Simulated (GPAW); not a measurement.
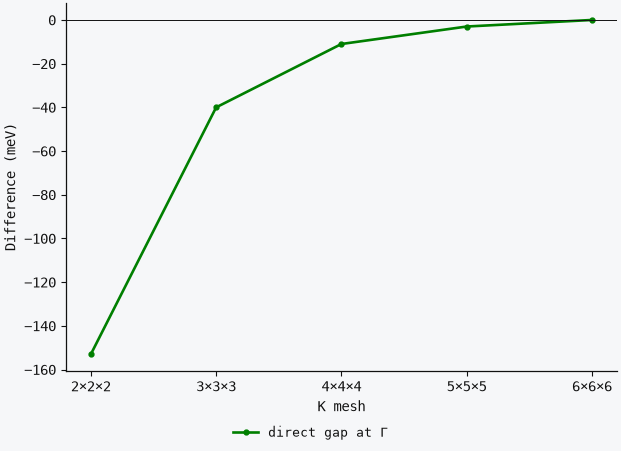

Gaps of zincblende CdSe, space group F-43m, 2 atoms in the primitive cell, volume scaled by a factor 0.92 (cubic a = 5.972 Å) as the k mesh is raised, all else fixed. The plot shows differences from the last run. Method: r2SCAN, GPAW PAW data sets (gpaw-data 1.2.1), no spin polarisation, no spin-orbit coupling, 400 eV cutoff, Fermi-Dirac smearing of 0.001 eV (GPAW 26.7.0).

How well are these gaps converged with the k mesh?

Answer. The direct gap at Γ starts −153 meV from the last run and still moves by 3 meV in the last step, from 5×5×5 to 6×6×6.

```csv
k mesh,direct gap at Γ (eV)
2×2×2,1.028
3×3×3,1.141
4×4×4,1.170
5×5×5,1.178
6×6×6,1.181
```

The PAW data sets were made with another functional. Spin-orbit coupling is left out, which matters for Se. LDA, GGA and most meta-GGA functionals understate gaps. The usual form of CdSe is wurtzite, though both occur.
